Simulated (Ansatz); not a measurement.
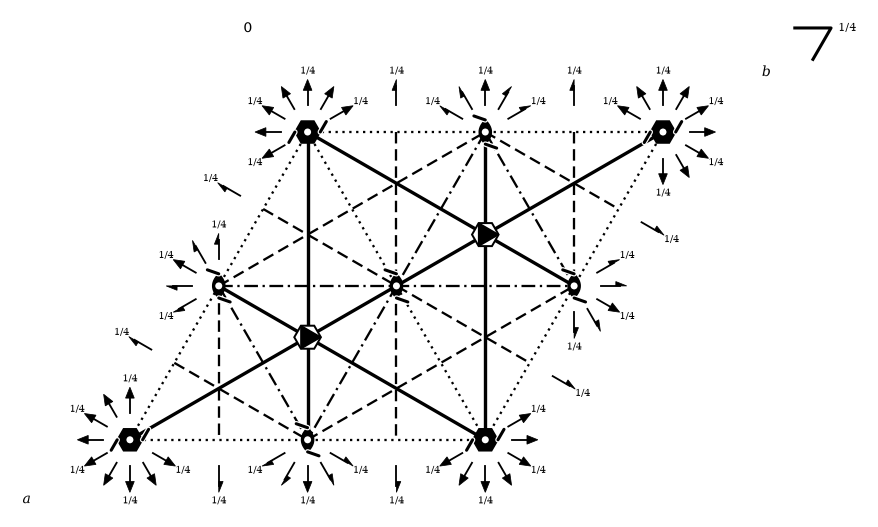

Symmetry elements of a space group, projected down c, computed from the operations of a computed or model structure of composition C.

Graphical symbols as in the International Tables (origin upper left, heights as fractions; handed screw axes are marked by their printed symbols).

**Identify the space group.**

P6_3/mmc (No. 194); primitive hexagonal, point group 6/mmm, 24 general positions a cell.

**List the elements shown.**

−6 axes along c at (1/3, 2/3), (2/3, 1/3); 6₃ axes along c at (0, 0); 2₁ axes along c at (0, 1/2), (1/2, 0), (1/2, 1/2); inversion centres at (0, 0), (0, 1/2), (1/2, 0), (1/2, 1/2); mirror planes holding c and [1 2 0] or [2 1 0] or [−1 1 0]; in-plane glide planes holding c and [1 2 0] or [2 1 0] or [−1 1 0]; c glide planes normal to a*, at x = 0; n glide planes normal to a*, at x = 1/2; c glide planes normal to b*, at y = 0; n glide planes normal to b*, at y = 1/2; c glide planes holding c and [1 1 0]; diagonal glide planes holding c and [1 1 0]; a mirror plane normal to c at height 1/4; 2 axes along [1 1 0] at height 0; 2 axes along [1 2 0] at height 1/4; 2 axes along [2 1 0] at height 1/4; 2 axes along [−1 1 0] at height 1/4; 2 axes along a at height 0; 2 axes along b at height 0; 2₁ axes along [1 1 0] at height 0; 2₁ axes along [1 2 0] at height 1/4; 2₁ axes along [2 1 0] at height 1/4; 2₁ axes along [−1 1 0] at height 1/4; 2₁ axes along a at height 0; 2₁ axes along b at height 0. Heights repeat every half period; positions are (a, b) fractions, modulo 1.
